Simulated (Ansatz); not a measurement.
Given this structure:

```yaml
crystal:
  lattice:
    - [4.70114, 0.00000, 0.00000]
    - [0.00000, 7.97530, 0.00000]
    - [0.00000, 0.00000, 8.77016]
  atoms:
    - { symbol: Al, position: [0.25000, 0.07895, 0.75000] }
    - { symbol: Al, position: [0.25000, 0.42105, 0.75000] }
    - { symbol: Al, position: [0.50000, 0.67105, 0.50000] }
    - { symbol: Al, position: [0.50000, 0.32895, 0.50000] }
    - { symbol: Ru, position: [0.25000, 0.75000, 0.75000] }
    - { symbol: Ru, position: [0.50000, 0.00000, 0.50000] }
    - { symbol: Al, position: [0.25000, 0.57895, 0.25000] }
    - { symbol: Al, position: [0.25000, 0.92105, 0.25000] }
    - { symbol: Al, position: [0.50000, 0.17105, 0.00000] }
    - { symbol: Al, position: [0.50000, 0.82895, 0.00000] }
    - { symbol: Ru, position: [0.25000, 0.25000, 0.25000] }
    - { symbol: Ru, position: [0.50000, 0.50000, 0.00000] }
    - { symbol: Al, position: [0.75000, 0.07895, 0.25000] }
    - { symbol: Al, position: [0.75000, 0.42105, 0.25000] }
    - { symbol: Al, position: [0.00000, 0.67105, 0.00000] }
    - { symbol: Al, position: [0.00000, 0.32895, 0.00000] }
    - { symbol: Ru, position: [0.75000, 0.75000, 0.25000] }
    - { symbol: Ru, position: [0.00000, 0.00000, 0.00000] }
    - { symbol: Al, position: [0.75000, 0.57895, 0.75000] }
    - { symbol: Al, position: [0.75000, 0.92105, 0.75000] }
    - { symbol: Al, position: [0.00000, 0.17105, 0.50000] }
    - { symbol: Al, position: [0.00000, 0.82895, 0.50000] }
    - { symbol: Ru, position: [0.75000, 0.25000, 0.75000] }
    - { symbol: Ru, position: [0.00000, 0.50000, 0.50000] }
```

> Give a crystallographic description of this input.

This is Al2Ru. It belongs to space group Fddd (No. 70) and has a face-centred orthorhombic lattice. It has 24 atoms to the cell (16 Al, 8 Ru). The coordination shell of Al holds five Al and five Ru (2.59 to 2.73 Å to Al, 2.57 to 2.72 Å to Ru). Ru is coordinated by ten Al at 2.57 to 2.72 Å. Not all metal-metal contacts are counted. The bonds build a three-dimensional framework.

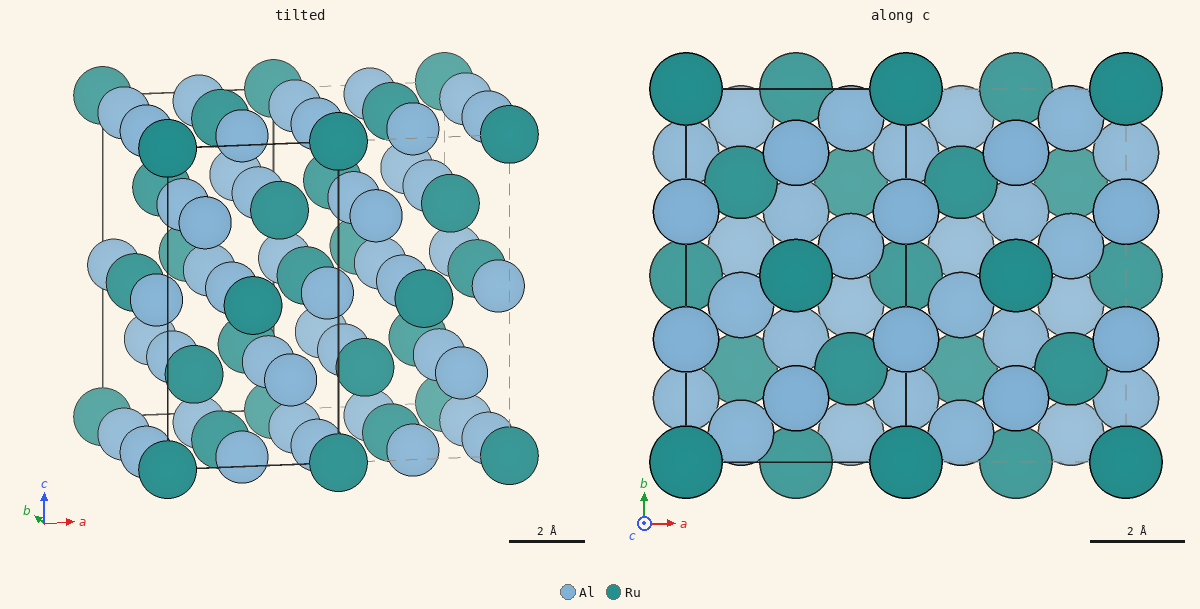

Crystal structure, spheres-only style, seen slightly off an axis and along the c axis. A 2×1×1 array of cells is drawn; the conventional unit cell has the solid edges. Colours: aluminium light blue, ruthenium teal.

The initial geometry was a structure listed in the Materials Project, with elements exchanged, so it need not be a known form of the compound. It is drawn as it came out of a relaxation with DFT PBEsol, scalar-relativistic, plane waves, PAW (Ansatz 0.2.0).
